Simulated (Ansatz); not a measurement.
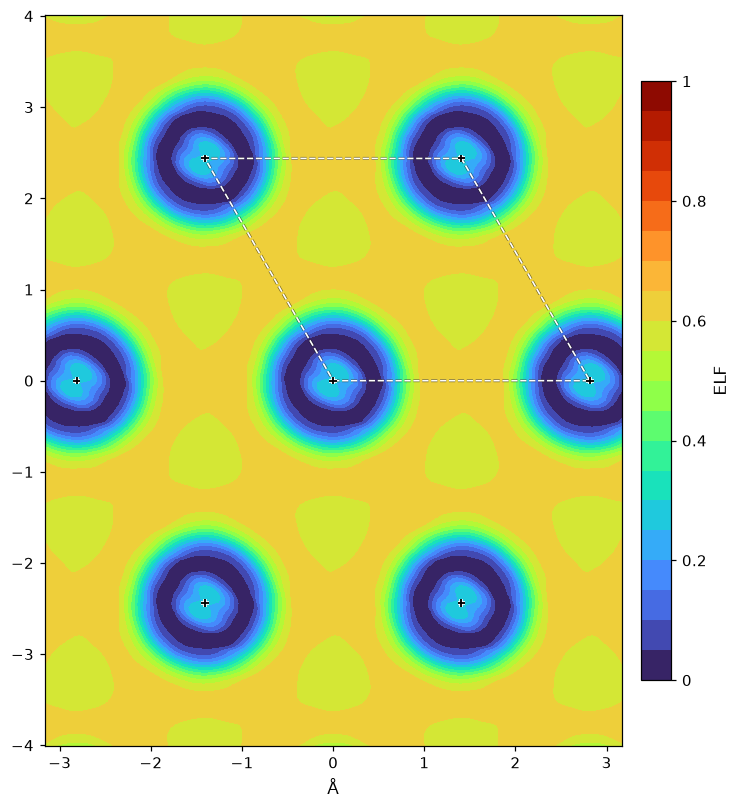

The electron localisation function on a plane through atoms (crosses mark nuclei in the plane).

Theory: DFT PBE+D3(BJ), scalar-relativistic, plane waves, PAW (Ansatz).

Candidates:
A. Zr, a = 3.19 Å, b = 3.19 Å, c = 5.11 Å, α = 90.00°, β = 90.00°, γ = 120.00°. Space group P6₃/mmc.
B. Al, a = 2.81 Å, b = 2.81 Å, c = 9.24 Å, α = 90.00°, β = 90.00°, γ = 120.00°. Space group P6₃/mmc; a structure from a database of computed crystals, not necessarily the ambient phase.

Question: Which system is this?

Answer: Candidate B: Al on the (001) plane of the conventional cell, which holds Al. Al–Al (2.81 Å): the ELF peaks at about 0.65 between the atoms.
